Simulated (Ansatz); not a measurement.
**Two runs on PtS₂**

System: PtS₂ (6 atoms in the cell).
Method of the first run: DFT LDA+U+J, scalar-relativistic, plane waves, PAW, U = 5 eV, J = 0.9 eV on Pt atom 1 d; U = 5 eV, J = 0.9 eV on Pt atom 4 d, spin-polarised (Ansatz 0.2.0).

The structure derives from an entry of the Crystallography Open Database. Text and figures count atoms from 1; the logs count them from 0 in places.

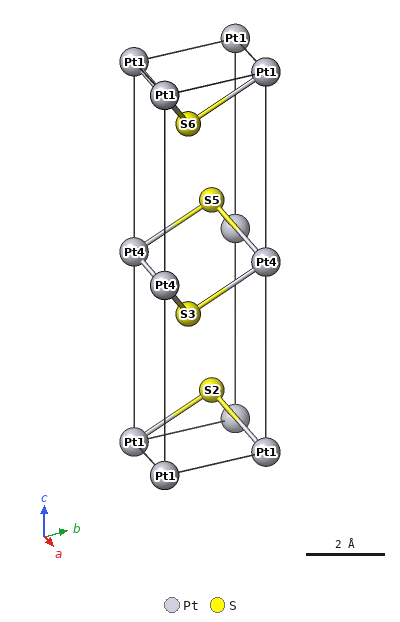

Fig. 1: The structure (ball-and-stick view of the cell of the calculation, seen slightly off an axis; atoms are numbered from 1 in the order of the input). Near neighbours in the crystal (not all of them lie inside the picture): Pt has 6 S at 2.40 Å; S has 3 Pt at 2.40 Å.

Input, the first run:
```yaml
crystal:
  lattice:
    - [3.54319954, 0.0, 0.0]
    - [-1.77159977, 3.06850081, 0.0]
    - [0.0, 0.0, 10.07760018]
  atoms:
    - { symbol: Pt, position: [0.0, 0.0, 0.0], spin: 2.0 }
    - { symbol: S, position: [0.3333333333, 0.6666666667, 0.125] }
    - { symbol: S, position: [0.6666666667, 0.3333333333, 0.375] }
    - { symbol: Pt, position: [0.0, 0.0, 0.5], spin: 2.0 }
    - { symbol: S, position: [0.3333333333, 0.6666666667, 0.625] }
    - { symbol: S, position: [0.6666666667, 0.3333333333, 0.875] }
basis:
  ecutwfc: 420
  ecutrho_ratio: 4
kpoints:
  mp_grid: { grid: [6, 6, 2] }
hamiltonian:
  xc: lda
  hubbard:
    sites:
      - { site: 0, l: d, u: 5.0, j: 0.9 }
      - { site: 3, l: d, u: 5.0, j: 0.9 }
scf:
  occupations: { method: gaussian, width: 0.05 }
  lower_state_search: "off"
  max_iter: 150
output:
  forces: true
  stress: true
  eigenvalues: true
  populations: true
  hubbard: { sites: [{ site: 0, l: d }, { site: 3, l: d }] }
magnetization:
  spin_polarized: true
  initial_magnetization: 4.0
  spin_locking: { lock_magnetization: hard }
```

Command:
```bash
ansatz run input.yaml --threads 4 --pin off --max-ram 6144MiB --backend cpu --events-out ev --progress --plain --runs-dir out
```

Hardware: 4 threads of Arm Neoverse V2, 24 GiB of memory available, shared host.

Output, shortened to warnings, some set-up lines, iterations and results (the first run):
```
Warning: output.stress: scf.convergence.dr2_threshold = 1e-7 eV (the SCF's general default) is looser than the 6e-10 eV advised for a printed stress (1e-10 eV for each atom of the cell: 6). What an SCF threshold leaves in a stress goes as its square root, and in the free energy as the threshold itself, and one threshold admits the most on a small cell: of the crystals measured, under no hybrid …
Basis set: ecut = 420 eV, 2091 PW (Γ)
Symmetry: 24 space group operations
k-points: 14 of 72
Initial density: superposition of atomic densities (chi_scale 0.1, normalization cell)
[...]
SCF iter   1: F=—  HF=-27962.890790 eV  |F-HF|=—  |Δ(HF+E_count)|=         —  Δρ=6.45e-2 (↑6.45e-2 ↓2.98e-2)  dr2=7.59e0  dr2_m=1.27e0  M=4.000 μB ∫|m|=4.000 μB  β_m=0.30  …
SCF iter   2: F=—  HF=-27962.214201 eV  |F-HF|=—  |Δ(HF+E_count)|=   6.77e-1  Δρ=4.08e-2 (↑4.08e-2 ↓3.03e-2)  dr2=9.27e-1  dr2_m=1.02e0  M=4.000 μB ∫|m|=4.001 μB  β_m=0.48  …
SCF iter   3: F=—  HF=-27962.819710 eV  |F-HF|=—  |Δ(HF+E_count)|=   6.06e-1  Δρ=1.85e-2 (↑1.49e-2 ↓1.85e-2)  dr2=5.08e-2  dr2_m=2.49e-1  M=4.000 μB ∫|m|=4.001 μB  β_m=0.68  …
SCF iter   4: F=—  HF=-27963.020194 eV  |F-HF|=—  |Δ(HF+E_count)|=   2.00e-1  Δρ=2.49e-3 (↑1.33e-3 ↓2.49e-3)  dr2=7.81e-3  dr2_m=3.07e-3  M=4.000 μB ∫|m|=4.001 μB  β_m=0.75  …
SCF iter   5: F=—  HF=-27963.021437 eV  |F-HF|=—  |Δ(HF+E_count)|=   1.24e-3  Δρ=5.35e-4 (↑4.44e-4 ↓5.35e-4)  dr2=6.47e-4  dr2_m=1.35e-4  M=4.000 μB ∫|m|=4.001 μB  β_m=0.87  …
SCF iter   6: F=—  HF=-27963.021518 eV  |F-HF|=—  |Δ(HF+E_count)|=   8.17e-5  Δρ=9.78e-5 (↑6.94e-5 ↓9.78e-5)  dr2=3.21e-5  dr2_m=2.41e-6  M=4.000 μB ∫|m|=4.001 μB  β_m=0.94  …
SCF iter   7: F=—  HF=-27963.021516 eV  |F-HF|=—  |Δ(HF+E_count)|=   2.19e-6  Δρ=4.11e-5 (↑1.63e-5 ↓4.11e-5)  dr2=6.60e-6  dr2_m=4.13e-7  M=4.000 μB ∫|m|=4.001 μB  β_m=0.97  …
SCF iter   8: F=—  HF=-27963.021516 eV  |F-HF|=—  |Δ(HF+E_count)|=   5.57e-7  Δρ=7.64e-6 (↑4.39e-6 ↓7.64e-6)  dr2=1.90e-7  dr2_m=1.61e-8  M=4.000 μB ∫|m|=4.001 μB  β_m=0.98  …
SCF iter   9: F=-27963.021516 eV  HF=-27963.021516 eV  |F-HF|=2.55e-9  |Δ(HF+E_count)|=   5.71e-8  Δρ=1.78e-6 (↑9.86e-7 ↓1.78e-6)  dr2=1.00e-8  dr2_m=6.64e-10  M=4.000 μB …
SCF 1 converged in 9 iterations: F = -27963.021516 eV  dr2 = 1.00e-8
SCF converged after 9 iterations
Stability checked in part: among states of this total moment the steps that led to this state did not find it unstable. No probe was made; neither looks for a lower state of another moment (fixed_total_moment; see scf.lower_state_search)
Magnetization: 4.0000 μB (32.0000 up, 28.0000 down)
Absolute magnetization: 3.9999 μB (∫|ρ↑−ρ↓|, with the PAW one-centre terms)
Spin contamination: 0.0072 ħ² per cell (⟨S²⟩ above its minimum at these occupations)
Per-site moments (μB) at R_I (Å): [(0.5567297900890655, 0.9909962422775785), (0.4752113551044236, 0.9909962422775785), (0.4752113551044235, 0.9909962422775785), (0.5567297900890655, 0.9909962422775785), (0.4752113551044235, 0.9909962422775785), (0.4752113551044235, 0.9909962422775787)]
Free energy (F): -27963.021516 eV
Harris-Foulkes:  -27963.021516 eV  (|F-HF|=2.55e-9)
Internal energy: -27963.007370 eV  (E = F + TS)
E sigma→0 (E₀):  -27963.014443 eV
Entropy (-TS):   -0.014146 eV (-2.358 meV/atom)
Fermi energy:    10.428617 (↑ 11.701618, ↓ 9.155615) eV
--- Per-component energies (eV) ---
  E_band       = -648.353756
  E_kinetic    = 1707.959871
  E_local      = -6053.445661  (includes V_loc(G=0)·N_el)
  E_nonlocal   = 535.180918
  E_hartree    = 2379.938510
  E_xc         = -904.735125
  E_vxc        = -955.150337  (∫ρ·V_xc dr)
  E_hubbard    = 3.670262  (on-site DFT+U / exact-exchange correction)
  E_vhub       = -28.744557  (the Hubbard potential's part of the band-sum identity)
  E_paw        = -20631.805157  (= ΣΔE_a)
  E_vpaw       = -614.029899  (= ΣTr[D̂ρ^β])
  E_aug_tail   = 0.000354  (compensation charges beyond the density's cutoff)
  E_ewald      = -5001.311871
  E_core_change = 1.540529  (= ΣΔE_core)
  E_smearing   = -0.014146  (= −TS)
  E_closure    = 0.000000  (closes the sum)
  Σ components = -27963.021516   (vs F -27963.021516, Δ=0.00e0)
--- DFT+U+J on-site energies (Liechtenstein; fll double counting; per corrected site; eV) ---
  site 0 (l=d): U=5.0000  J=0.9000  Tr N=8.8012  E_int=159.955717  E_dc=158.120586  E_U=1.835131
  site 3 (l=d): U=5.0000  J=0.9000  Tr N=8.8012  E_int=159.955717  E_dc=158.120586  E_U=1.835131
--- Forces (eV/Å), atoms counted from 1 ---
  atom   1  Pt    -0.00000000    -0.00000000     0.00000000
  atom   2  S      0.00000000     0.00000000     0.74181340
  atom   3  S     -0.00000000    -0.00000000    -0.74181340
  atom   4  Pt    -0.00000000    -0.00000000     0.00000000
  atom   5  S      0.00000000     0.00000000     0.74181340
  atom   6  S     -0.00000000    -0.00000000    -0.74181340
  max |Σ_I F_I| component: 1.11e-16 eV/Å
--- Stress (GPa, compression-positive) ---
        2.029882       0.000000      -0.000000
       -0.000000       2.029882      -0.000000
[...]
```

For the second run the input was changed thus:
```diff
-  spin_locking: { lock_magnetization: hard }
+  spin_locking: { lock_magnetization: soft, n_iters: 6 }
```

What does this change do to the results?

The total moment is fixed by the input in the first run and the second run, so the state need not be the lowest. With the same functional and potentials, the second run lies 603.6 meV per atom lower. A gap of 0.32 eV opens on the mesh, where the first run has none. The net moment of the cell goes from 4.00 to 0.00 μB. The pressure goes from 1.22 to −4.92 GPa. The largest force goes from 0.742 to 0.549 eV/Å. On the same kind of shared host the second run took about 1.5 times as long.

Output, shortened to warnings, some set-up lines, iterations and results (the second run):
```
Warning: output.stress: scf.convergence.dr2_threshold = 1e-7 eV (the SCF's general default) is looser than the 6e-10 eV advised for a printed stress (1e-10 eV for each atom of the cell: 6). What an SCF threshold leaves in a stress goes as its square root, and in the free energy as the threshold itself, and one threshold admits the most on a small cell: of the crystals measured, under no hybrid …
WARN: the starting moments were not kept: the SCF closed with an absolute magnetisation of 4.6e-6 μB, where they sum to 4 μB in size (2 sites). That is at most 0.1 of that sum. Measured as dr2_m measures the in/out step, that magnetisation stands 3.2e-12 eV from none, at or under the dr2_threshold of 1.0e-7 eV: it is no larger than a step whose dr2_m would equal this threshold. The system may …
Basis set: ecut = 420 eV, 2091 PW (Γ)
Symmetry: 24 space group operations
k-points: 14 of 72
Initial density: superposition of atomic densities (chi_scale 0.1, normalization cell)
[...]
SCF iter   1: F=—  HF=-27962.890790 eV  |F-HF|=—  |Δ(HF+E_count)|=         —  Δρ=6.45e-2 (↑6.45e-2 ↓2.98e-2)  dr2=7.59e0  dr2_m=1.27e0  M=4.000 μB ∫|m|=4.000 μB  β_m=0.30  …
SCF iter   2: F=—  HF=-27962.214201 eV  |F-HF|=—  |Δ(HF+E_count)|=   6.77e-1  Δρ=4.08e-2 (↑4.08e-2 ↓3.03e-2)  dr2=9.27e-1  dr2_m=1.02e0  M=4.000 μB ∫|m|=4.001 μB  β_m=0.48  …
SCF iter   3: F=—  HF=-27962.819710 eV  |F-HF|=—  |Δ(HF+E_count)|=   6.06e-1  Δρ=1.85e-2 (↑1.49e-2 ↓1.85e-2)  dr2=5.08e-2  dr2_m=2.49e-1  M=4.000 μB ∫|m|=4.001 μB  β_m=0.68  …
SCF iter   4: F=—  HF=-27963.020194 eV  |F-HF|=—  |Δ(HF+E_count)|=   2.00e-1  Δρ=2.49e-3 (↑1.33e-3 ↓2.49e-3)  dr2=7.81e-3  dr2_m=3.07e-3  M=4.000 μB ∫|m|=4.001 μB  β_m=0.75  …
SCF iter   5: F=—  HF=-27963.021437 eV  |F-HF|=—  |Δ(HF+E_count)|=   1.24e-3  Δρ=5.35e-4 (↑4.44e-4 ↓5.35e-4)  dr2=6.47e-4  dr2_m=1.35e-4  M=4.000 μB ∫|m|=4.001 μB  β_m=0.87  …
[... 9 lines ...]
SCF iter  15: F=—  HF=-27966.642965 eV  |F-HF|=—  |Δ(HF+E_count)|=   1.46e-5  Δρ=1.69e-5 (↑1.69e-5 ↓1.67e-5)  dr2=2.04e-6  dr2_m=1.05e-7  M=-0.000 μB ∫|m|=0.000 μB  β_m=0.99  …
SCF iter  16: F=—  HF=-27966.642965 eV  |F-HF|=—  |Δ(HF+E_count)|=   7.87e-8  Δρ=5.14e-6 (↑5.00e-6 ↓5.14e-6)  dr2=3.25e-7  dr2_m=2.80e-9  M=-0.000 μB ∫|m|=0.000 μB  β_m=0.99  …
SCF iter  17: F=-27966.642965 eV  HF=-27966.642965 eV  |F-HF|=4.47e-9  |Δ(HF+E_count)|=   4.08e-8  Δρ=1.52e-6 (↑1.52e-6 ↓1.20e-6)  dr2=1.30e-8  dr2_m=6.89e-10  M=-0.000 μB …
SCF iter  18: F=-27966.642965 eV  HF=-27966.642965 eV  |F-HF|=7.28e-12  |Δ(HF+E_count)|=  1.82e-10  Δρ=2.78e-7 (↑2.78e-7 ↓2.59e-7)  dr2=2.93e-10  dr2_m=1.13e-11  M=-0.000 μB …
SCF 1 converged in 18 iterations: F = -27966.642965 eV  dr2 = 2.93e-10
SCF converged after 18 iterations
Magnetization: -0.0000 μB (30.0000 up, 30.0000 down)
Absolute magnetization: 0.0000 μB (∫|ρ↑−ρ↓|, with the PAW one-centre terms)
Spin contamination: 0.0000 ħ² per cell (⟨S²⟩ above its minimum at these occupations)
Per-site moments (μB) at R_I (Å): [(-9.68651178142166e-7, 0.9909962422775785), (3.379906248326165e-7, 0.9909962422775785), (3.379906248706526e-7, 0.9909962422775785), (-9.68651178142166e-7, 0.9909962422775785), (3.379906248326165e-7, 0.9909962422775785), (3.3799062487065263e-7, 0.9909962422775787)]
--- Magnetisation constraints (ε_frz = 1.0e-4 eV) ---
  site  kind          target   achieved (μB)  |Δ|max (μB)  g (eV/μB)  λ_eff  esc  ok  flags
  cell  total_moment  +4.0000  -0.0000        4.00e0       -0.00e0    0.000  0    —   released
Free energy (F): -27966.642965 eV
Harris-Foulkes:  -27966.642965 eV  (|F-HF|=7.28e-12)
Internal energy: -27966.642965 eV  (E = F + TS)
E sigma→0 (E₀):  -27966.642965 eV
Entropy (-TS):   -0.000000 eV (-0.000 meV/atom)
Fermi energy:    10.948672 eV
--- Per-component energies (eV) ---
  E_band       = -659.429777
  E_kinetic    = 1703.374885
  E_local      = -6041.200999  (includes V_loc(G=0)·N_el)
  E_nonlocal   = 530.832884
  E_hartree    = 2371.345215
  E_xc         = -905.058215
  E_vxc        = -955.528297  (∫ρ·V_xc dr)
  E_hubbard    = 3.852368  (on-site DFT+U / exact-exchange correction)
  E_vhub       = -27.962156  (the Hubbard potential's part of the band-sum identity)
  E_paw        = -20630.018112  (= ΣΔE_a)
  E_vpaw       = -611.636265  (= ΣTr[D̂ρ^β])
  E_aug_tail   = 0.000351  (compensation charges beyond the density's cutoff)
  E_ewald      = -5001.311871
  E_core_change = 1.540529  (= ΣΔE_core)
  E_smearing   = -0.000000  (= −TS)
  E_closure    = -0.000000  (closes the sum)
  Σ components = -27966.642965   (vs F -27966.642965, Δ=0.00e0)
--- DFT+U+J on-site energies (Liechtenstein; fll double counting; per corrected site; eV) ---
  site 0 (l=d): U=5.0000  J=0.9000  Tr N=8.6992  E_int=156.257463  E_dc=154.331279  E_U=1.926184
  site 3 (l=d): U=5.0000  J=0.9000  Tr N=8.6992  E_int=156.257463  E_dc=154.331279  E_U=1.926184
--- Forces (eV/Å), atoms counted from 1 ---
  atom   1  Pt    -0.00000000    -0.00000000     0.00000000
  atom   2  S     -0.00000000    -0.00000000    -0.54895027
  atom   3  S      0.00000000     0.00000000     0.54895027
  atom   4  Pt    -0.00000000     0.00000000     0.00000000
  atom   5  S     -0.00000000    -0.00000000    -0.54895027
  atom   6  S      0.00000000     0.00000000     0.54895027
  max |Σ_I F_I| component: 9.25e-18 eV/Å
--- Stress (GPa, compression-positive) ---
       -4.278590      -0.000000      -0.000000
       -0.000000      -4.278590      -0.000000
[...]
```

The two runs side by side:

| quantity | the first run | the second run |
| --- | --- | --- |
| outcome | converged | converged |
| free energy per atom (eV) | −4660.5036 | −4661.1072 |
| energy per atom, smearing taken to zero (eV) | −4660.5024 | −4661.1072 |
| gap on the mesh (eV) | 0.00 | 0.32 |
| net moment of the cell (μB) | 4.00 | 0.00 |
| absolute moment of the cell (μB) | 4.00 | 0.00 |
| pressure (GPa) | 1.22 | −4.92 |
| largest force (eV/Å) | 0.742 | 0.549 |
| SCF iterations | 9 | – |
| irreducible k-points | 14 | 14 |
| plane waves at Γ | 2091 | 2091 |
| wall time (shared host) | 2.4 s | 3.6 s |

For both runs: Spin–orbit coupling is left out, which matters for Pt. For the first run: Warnings: the SCF threshold is looser than advised for the printed stress. For the second run: Warnings: some starting moments were not kept; the SCF threshold is looser than advised for the printed stress.
